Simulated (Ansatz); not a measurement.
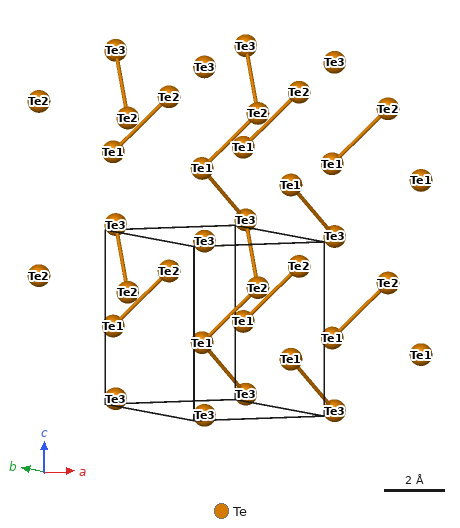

Reference structure: a symmetric starting cell of Te. The picture is a ball-and-stick view of the cell of the calculation, repeated 2 × 2 × 2 with one cell outlined, seen from a free direction.

Theory: Ansatz, DFT PBE, scalar-relativistic, plane waves, PAW. (plane-wave cutoff 420 eV; k-point mesh 9 × 9 × 6; occupations gaussian; smearing width 0.05 eV; no spin polarisation)

Now this is done to it. The cell is strained by +2.2 % along c and −0.8 % across it (volume +0.4 %) and atoms are displaced by 0.10 Å relative to the cell: Te1 0.10 Å along −a. No relaxation follows. The starting cell wasn't computed here and needn't be at equilibrium, so pressure and forces aren't due to the change alone.

What is the effect?

Answer. Some distances before and after: Te–Te 2.789 → 2.929 Å. The space group stays P3_121 (No. 152). The pressure is −0.1 GPa (not all of it need come from the change, since the unchanged cell can be under pressure at this level too). The principal stresses (compression positive) are −0.6 GPa along c and 0.2 GPa across it. The largest forces, 0.091 eV/Å, act on Te1, Te2 and Te3; on Te2 it points along +b. The forces point straight back along the displacements (cosine −1.00).

Drawn alike, the variant:

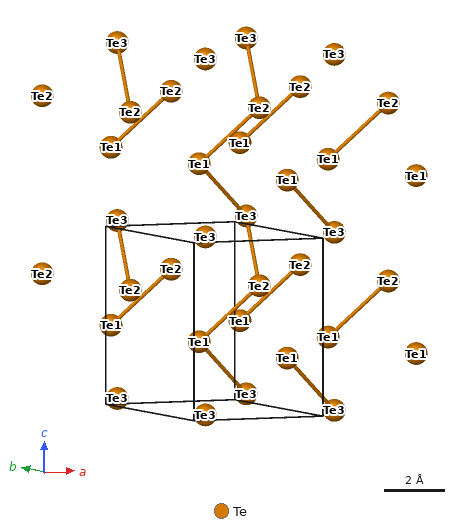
